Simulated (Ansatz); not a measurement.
# Self-trapping of an added hole in NaCl (Fm-3m), part 3 of 3

Question: is an added hole in NaCl (Fm-3m) a free carrier or a small polaron? The trial puts it on a pair of Cl atoms pulled together. The model is a cell of 128 host atoms; several levels of theory are compared, with their cost.

Ansatz 0.2.0; plane-wave PAW DFT, PBE0; relaxation of all atoms of a supercell at fixed charge in a uniform background.

So far. Step 4 (States in the gap, PBE0): Uncorrected and at zero smearing, the relaxed cell lies 0.37 eV below the carrier in the undistorted cell. Step 5 (Placing the level against the band edges): Counted from the neutral cell, this state lies 0.24 eV below a free hole at the valence top.

In doubt: a hybrid run on one k-point (step 4), which bears on gaps, levels and energies.

### Step 6. Koopmans check

Level of this step: place-levels on PBE0 runs: charge-transition levels and formation energies with image-charge correction and potential alignment at the atomic sites (Ansatz).

With the atoms held, the hole is filled again. If the energy is linear in the filling of the trapped state, its one-particle level equals the difference of the two total energies; the miss tells whether the cure for self-interaction is too weak or too strong.

The input, vertical.hyb.yaml:

```yaml
host:
  run: host.hyb.run
states: [qp1_M1_trap.hyb.run, q0_ideal.hyb.run, q0_M2_trap.hyb.run]
geometry_from:
  qp1_M1_trap.hyb.run: qp1_M1_trap.hrelax.run
  q0_ideal.hyb.run: q0_ideal.hrelax.run
  q0_M2_trap.hyb.run: q0_M2_trap.hrelax.run
  qp1_M1_trap.hyb.at_q0.run: qp1_M1_trap.hrelax.run
chemical_potentials: {}
epsilon: 2.57
static_epsilon: 6.02
vertical:
  - { from: qp1_M1_trap.hyb.run, to: qp1_M1_trap.hyb.at_q0.run, alignment: { sites: { defect_position: [0.25, 0.625, 0.375] } } }
```

Command:

```sh
ansatz place-levels vertical.hyb.yaml -- --threads 10 --pin off --max-ram 65945MiB
```

Numbers of over 12 decimals in the logs are rounded to 6 here.

What it wrote:

```text
[...]
(+1/0) 0.237 eV above the valence edge, 7.057 eV under the conduction edge
formation energy of charge +1: -0.237 eV with the Fermi level at the valence edge
formation energy of charge 0: -0.000 eV with the Fermi level at the valence edge
vertical +1 to 0: -4.783 eV against the conduction edge, +2.512 eV against the valence edge
  from vertical[0].from (qp1_M1_trap.hyb.run) to vertical[0].to (qp1_M1_trap.hyb.at_q0.run): correction +0.091 eV (with +0.000 eV of the moments' energy among images, +0.000 omitted), at epsilon 2.57, the first's at 6.02; [...]
  one-particle level at charge +1: +1.731 eV over the valence edge, correction -0.493 eV
  of that level: its mesh has one k-point along a cell vector, or a list of points, so that it can be tenths of an eV off: output.eigenstates.nscf_kmesh removes part of the error, and two divisions an axis in kpoints.mp_grid remove most of it
  one-particle level at charge 0: +3.275 eV over the valence edge, correction +0.674 eV
[...]
edges by pbe0, gap 7.295 eV; the host is sampled to repeats of 15.84 Å
  the defect's cells are sampled to repeats of 15.84 Å, like sampling
[...]
charge +1: by its potential at epsilon 2.57 it stands at 0.250 0.625 0.375, with an rms radius of about 1.1 Å (1.1 0.0 0.0 Å across the planes of the cell's vectors)
  charge 0: +0.000 eV for its dipole among its images, +0.000 omitted
[...]
of vertical[0].from (qp1_M1_trap.hyb.run): its only k-point is the zone centre, where a defect's energies can be off by tenths of an eV or more: see "From the zone centre to a mesh" in the quickstart; [...]
  of vertical[0].to (qp1_M1_trap.hyb.at_q0.run): its only k-point is the zone centre, where a defect's energies can be off by tenths of an eV or more: see "From the zone centre to a mesh" in the quickstart; [...]
```

Elapsed: 0.46 s, on 10 threads of AMD EPYC 7R13 (Zen 3), shared host.

For the trial state:

| vertical level from total energies (eV) | its correction (eV) | one-particle level at charge +1 (eV) | at charge 0 (eV) |
| --- | --- | --- | --- |
| 2.51 | 0.09 | 1.73 | 3.28 |

All above the valence top and corrected for the images. The level at charge +1 misses the vertical level by 0.78 eV.

### Step 7. Relaxing again with PBEsol

The relaxed structure is now handed to a plain semilocal functional and relaxed again, to see what is left without exact exchange or U. The start is the structure of PBE0.

The input, qp1_M1_trap.semirelax/input.yaml:

```yaml
crystal:
  checkpoint: "../qp1_M1_trap.hrelax.run"
  host: checkpoint
total_charge: 1
basis:
  ecutwfc: 420
  xc_grid: 2
hamiltonian:
  xc: pbesol
kpoints:
  mp_grid: { grid: [1, 1, 1] }
magnetization:
  spin_polarized: true
  initial_magnetization: 1
  spin_locking: { lock_magnetization: hard }
scf:
  occupations: { method: fermi_dirac, width: 0.01 }
  max_iter: 80
output:
  forces: true
  charged_corrections:
    epsilon: 2.57
    static_epsilon: 6.02
    defect_position: [0.25, 0.625, 0.375]
relax:
  f_tol: 0.02
  max_steps: 60
  escape_saddle: false
checkpoint:
  read: "../qp1_M1_trap.hrelax.run"
  write: "../qp1_M1_trap.semirelax.run"
  compress: false
  write_wavefunctions: true
  write_every: 100000
```

Command:

```sh
ansatz run input.yaml --threads 10 --pin off --max-ram 65945MiB --backend cuda --events-out ev --progress --plain --runs-dir out
```

Run time: 14 s. Hardware: 1 × NVIDIA H100 80GB HBM3 with 10 threads; peak memory 3.6 GiB.

The relaxation took 6 steps and gained 0.50 eV.

From the single point at the end of this step. The sizes of the moments in the atoms' spheres add to about 0.9 μB, shared by more than 30 atoms in effect: the carrier has spread out.

No level is given here: the program refused to align this charged cell with the host.

### Step 8. Atoms held, PBE0 (α = 0.15)

With the atoms held, the share of exact exchange is changed, to see how the carrier and its level follow it.

The input, qp1_M1_trap.hyb2/input.yaml:

```yaml
crystal:
  checkpoint: "../qp1_M1_trap.hrelax.run"
  host: checkpoint
total_charge: 1
basis:
  ecutwfc: 420
  xc_grid: 2
hamiltonian:
  xc: { preset: pbe0, exx: 0.15 }
kpoints:
  mp_grid: { grid: [1, 1, 1] }
magnetization:
  spin_polarized: true
  initial_magnetization: 1
  spin_locking: { lock_magnetization: hard }
scf:
  occupations: { method: fixed }
  max_iter: 80
output:
  forces: true
  charged_corrections:
    epsilon: 2.57
    static_epsilon: 6.02
    defect_position: [0.25, 0.625, 0.375]
  eigenvalues: true
  eigenstates: { localisation: true }
  populations: true
  efg: {}
  write_density: true
  write_potential: true
  volumetric_format: npy
checkpoint:
  read: "../qp1_M1_trap.hrelax.run"
  write: "../qp1_M1_trap.hyb2.run"
  compress: false
  write_wavefunctions: true
  write_every: 100000
```

Elapsed: 49 s, on 1 × NVIDIA H100 80GB HBM3 with 10 threads; peak memory 3.7 GiB; 3.5 min of CPU time.

Largest moments: 0.41 μB on Cl52, 0.41 μB on Cl20 and 0.00 μB on Cl116. The sizes of the moments in the atoms' spheres add to about 0.9 μB, shared by 2.2 atoms in effect, 96 % of it within 3.2 Å of the largest: the carrier is localised at or next to the trial site.

The energy against the free carrier goes from -0.24 eV (PBE0) to 0.20 eV, and the gap from 7.29 to 6.44 eV.

### Step 9. All levels of theory side by side

```csv
level of theory,atoms,gap (eV),atoms that share the moment,localised,energy against the free hole (eV),Koopmans miss (eV),time for the trial state
PBE0 †,relaxed,7.29,2.1,yes,-0.24,-0.78,3.5 min
PBEsol,relaxed,-,more than 30,no,-,-,24 s
PBE0 (α = 0.15) †,held,6.44,2.2,yes,0.20,-1.17,49 s
```

† Here the hybrid relaxation or its single point carries a warning about the state that it reached (a narrow gap in its semilocal warm-up or between frontier levels), so a lower state with the carrier may exist.

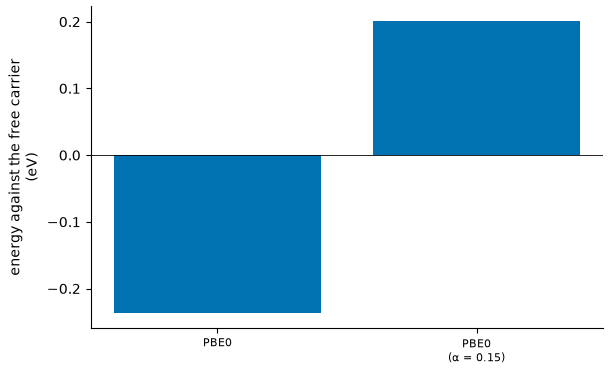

Blue: carrier localised; orange: spread out or partly localised.

### Step 10. Outcome

```yaml
carrier_localised_pbesol: no
state_found_lowest_state_in_doubt_pbe0: localised
```

What this shows: With PBE0 the hole is localised, shared by Cl52 and Cl20, and lies 0.24 eV below the free carrier: bound at this level, by a margin within the error of sampling and correction. The hybrid relaxation or its single point carries a warning about the state that it reached (a narrow gap in its semilocal warm-up or between frontier levels), so a lower state with the carrier may exist; the numbers describe the state found. The hole binds Cl52 and Cl20 into a pair, 3.96 Å apart without it and 2.69 Å with it (PBE0). The answer hangs on the method: localised after relaxing with PBE0, spread with PBEsol. Semilocal functionals favour spread carriers, so their answer alone decides nothing. None of the 2 settings checked meets the Koopmans condition; the smallest miss is 0.78 eV (PBE0), in the direction of too weak a cure for self-interaction, so trapping is likely understated there. A relaxation step took 20 s with PBE0 and 2.4 s with PBEsol. The point with the carrier in the undistorted cell ran without the search for lower states. One trial site was relaxed, so another site or form can lie lower. Keep in mind: no wide search over starts, one cell size, no temperature.

[Logs are printed without paths, hosts, clocks, repeated set-up lines and the standing remarks that a program may print on its own settings, such as how far it seeks lower states.]

[Hosts, paths, dates, database ids (printed as entryN), source tags and the programs' standing remarks are cut or masked in the printed files.]

[For some hosts the program warned that the k-mesh of the response run may be too coarse for force constants and the static dielectric constant; such warnings are not shown here.]
